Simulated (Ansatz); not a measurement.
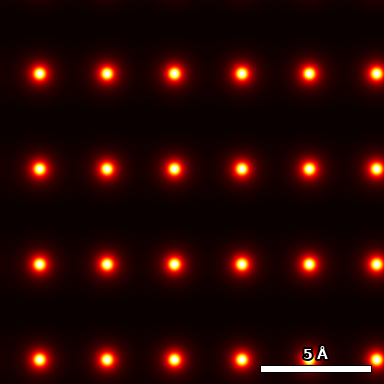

Map of the projected electrostatic potential of Rb. Computed as the sum of neutral-atom potentials (tabulated electron scattering factors, B = 0.5 Å²) projected along the beam and smoothed by 0.25 Å; brighter is more positive.

Q: Measure the repeat of the pattern.

A: The pattern repeats on a rectangular net of 3.1 × 4.4 Å.

Q: Which plane group does this projection have?

A: p2mm: mirror lines in two perpendicular directions, with twofold points where they cross.

Q: How many columns does the smallest repeating cell hold, and how many levels of brightness?

A: 1 column in the primitive cell of 13.7 Å², all of one brightness.

The crystal is Rb (Pm-3m, No. 221) seen along [110]. Model: the input geometry of an electronic-structure calculation (not necessarily at equilibrium); the starting structure was generated, so it need not be a known form of this composition.
